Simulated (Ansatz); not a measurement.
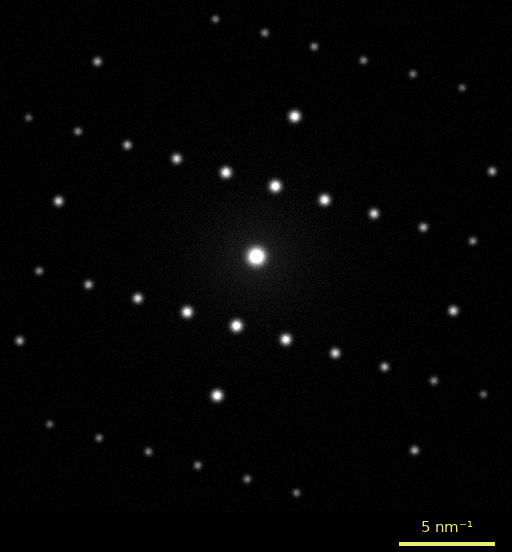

Kinematic zone-axis pattern, calculated for 300 keV electrons with B = 0.5 Å².

Phase: Ti, space group Pm-3n (No. 223), a = 5.24 Å. Structure: the geometry relaxed with DFT, revPBE, plane waves (420 eV) with PAW, scalar-relativistic (Ansatz 0.2.0); the starting structure was generated, so it need not be a known form of this composition.

Question: Which low-index zone axis gives this pattern?

Answer: The spots form a rectangular net whose two shortest vectors correspond to d = 3.70 Å and 2.62 Å, 90.0° apart. They index as 1 -1 0 (itself too weak to see) and 0 0 2, so the zone axis is ±[110] (or an equivalent direction of <110>).

Question: Which reflections of this zone are missing, and why?

Answer: A glide plane extinguishes reflections such as 1 -1 -1, 1 -1 1, 2 -2 -1; a screw axis and a glide plane both extinguish reflections such as 0 0 1, 0 0 3, 0 0 5; reflections such as 1 -1 0, 2 -2 0, 1 -1 -4 are allowed but too weak to see at this display level.

Question: List the strongest reflections.

Answer: Strongest reflections with d > 0.80 Å, one of each family (|F|² from tabulated Gaussian fits of the electron scattering factors, times a small damping for the curvature of the Ewald sphere):

| hkl | d (Å) | I (strongest = 100) |
| --- | --- | --- |
| 0 0 2 | 2.618 | 100 |
| 0 0 4 | 1.309 | 81 |
| 1 -1 2 | 2.137 | 65 |
| 2 -2 2 | 1.511 | 29 |
| 4 -4 0 | 0.926 | 26 |
| 3 -3 2 | 1.116 | 13 |
